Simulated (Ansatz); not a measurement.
Take the following structure.

```cif
data_structure
_symmetry_space_group_name_H-M 'P 42/n m c :1'
_symmetry_Int_Tables_number 137
_cell_length_a 3.6210
_cell_length_b 3.6210
_cell_length_c 5.2824
_cell_angle_alpha 90.000
_cell_angle_beta 90.000
_cell_angle_gamma 90.000
_cell_volume 69.26
loop_
_atom_site_label
_atom_site_type_symbol
_atom_site_symmetry_multiplicity
_atom_site_Wyckoff_symbol
_atom_site_fract_x
_atom_site_fract_y
_atom_site_fract_z
_atom_site_occupancy
Zr1 Zr 2 a 0.50000 0.50000 0.50000 1
O1 O 4 d 0.50000 0.00000 0.80719 1
```

Work out the structure from the coordinates.

Its composition is ZrO$_{2}$. It is primitive tetragonal, space group P4_2/nmc (No. 137). It has 6 atoms to the cell (2 Zr, 4 O). The polyhedra are ZrO8 cubes; they share edges. About every Zr there are eight O in a distorted cubic arrangement at 2.08 to 2.43 Å. The neighbours of O are four Zr in a distorted tetrahedral arrangement at 2.08 to 2.43 Å. Not all metal-metal contacts are counted. The bonds build a three-dimensional framework.

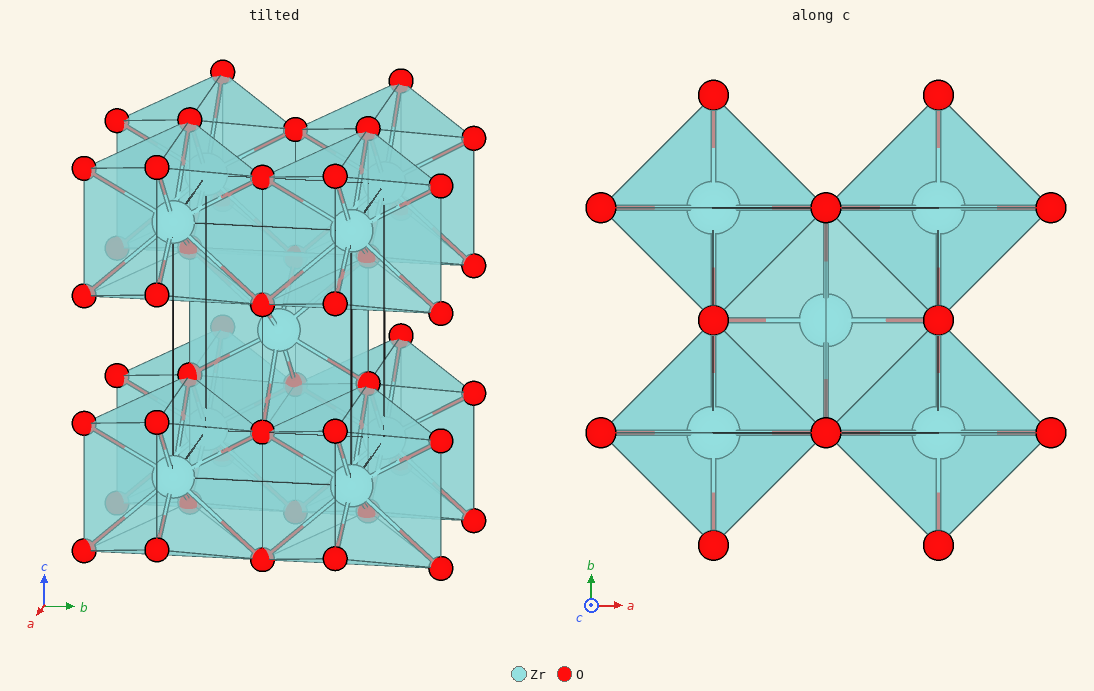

Polyhedral representation of a periodic structure, projected slightly off an axis and along the c axis. Thin lines show the conventional unit cell, with boundary atoms drawn in all their periodic places. Some neighbours outside the box are added. Colours: zirconium light teal, oxygen red.

The model was built from a structure listed in the Materials Project, with elements exchanged, so it need not be a known form of the compound. The geometry is the end of a relaxation with DFT PBE, scalar-relativistic, plane waves, PAW (Ansatz).
